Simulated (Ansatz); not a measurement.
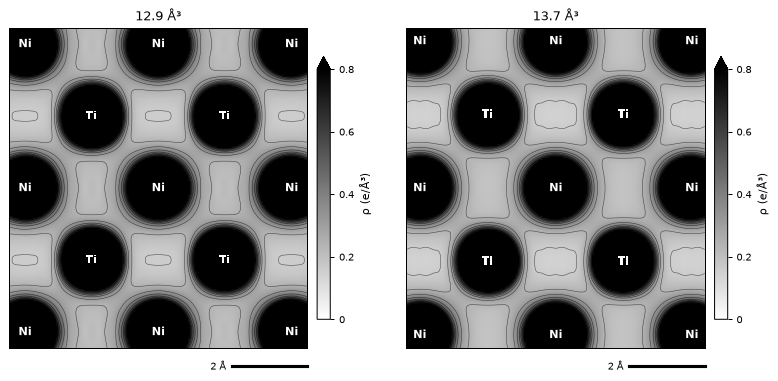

TiNi. The valence electron density of cells scaled evenly to different volumes (given per atom above each panel), on the (110) plane of each (indices in the axes of the cell below), at one length scale and on one colour scale.

A structure from a database of computed crystals, not necessarily the ambient phase; the program warned that a starting moment wasn't kept; spin-polarised, but the moments vanished.

Level of theory: Kohn-Sham DFT of a periodic cell, PBEsol, Ansatz PAW in Ansatz 0.2.0.

Core electrons are frozen (PAW), and the valence fields are smoothed inside the atomic spheres.

The largest cell:

```
Ni Ti
1.0
     2.75392    0.00000    0.00000
     0.00000    2.75392    0.00000
     0.00000    0.00000    3.60513
Ni Ti
1 1
Direct
  0.00000 0.00000 0.00000
  0.50000 0.50000 0.50000
```

| volume (Å³/atom) | Ti–Ni contact in the plane (Å) | ρ at its midpoint (e/Å³) | pressure (GPa) | 
| --- | --- | --- | --- |
| 12.87 | 2.600 | 0.283 | 0.3 | 
| 13.13 | 2.618 | ? | ? | 
| 13.67 | 2.654 | 0.261 | −9.0 | 

Question: What values belong in the row with question marks?

Answer: Over the known rows ln ρ falls by 1.50 per Å of Ti–Ni distance (the line through the two), which gives 0.275 e/Å³ at 2.618 Å; the calculation gives 0.275 e/Å³. For the pressure, a straight line in volume between the neighbouring rows gives −2.7 GPa; the calculation gives −3.1, lower because pressure rises ever faster on compression.
